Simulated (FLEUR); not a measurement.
System: TiPt₃, space group Pm-3m (No. 221).

Structure:
```
CELL_PARAMETERS angstrom
3.89700 0.00000 0.00000
0.00000 3.89700 0.00000
0.00000 0.00000 3.89700
ATOMIC_POSITIONS crystal
Pt 0.50000 0.50000 0.00000
Pt 0.50000 0.00000 0.50000
Pt 0.00000 0.50000 0.50000
Ti 0.00000 0.00000 0.00000
```

Method: all-electron LAPW DFT, no spin polarisation; energies at scaled volumes of the given cell, shape and fractions fixed, counted from the fit's minimum, third-order Birch-Murnaghan fit (FLEUR MaX-R8.1 (later development tree)). Level: r2SCAN.

- k mesh: 7×7×7
- occupations: Fermi–Dirac
- smearing width: 0.05 eV
- potentials: all electron
- program settings: basis FLAPW, kmax 4.19 1/bohr

What does the calculation give for the energy against volume? The volume takes the values 13.91, 14.20, 14.80, 15.39, 15.68 Å³/atom.

A third-order Birch–Murnaghan fit gives V0 = 15.07 Å³/atom, B0 = 259 GPa and B′ = 4.8. The energy is 85.27 meV/atom at volume 13.91 Å³/atom and 18.33 meV/atom at 15.68 Å³/atom; the lowest computed point is at volume 14.80 Å³/atom (4.31 meV/atom), and no other minimum shows.

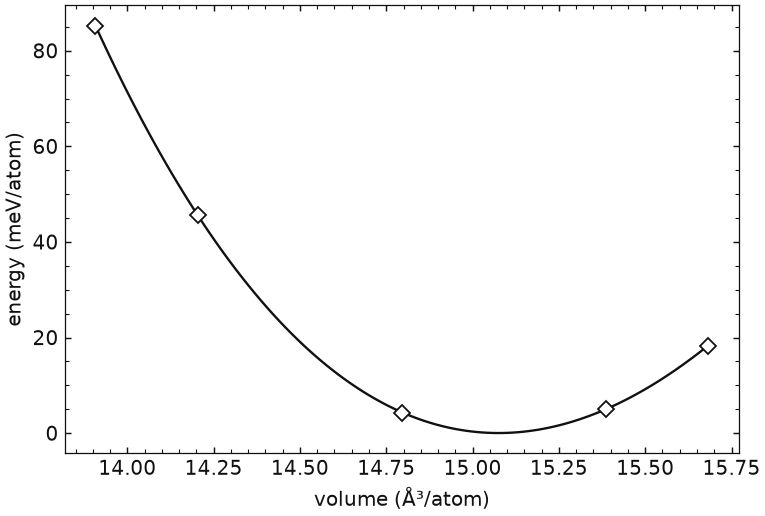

Caveats: spin-orbit coupling left out, heavy elements.
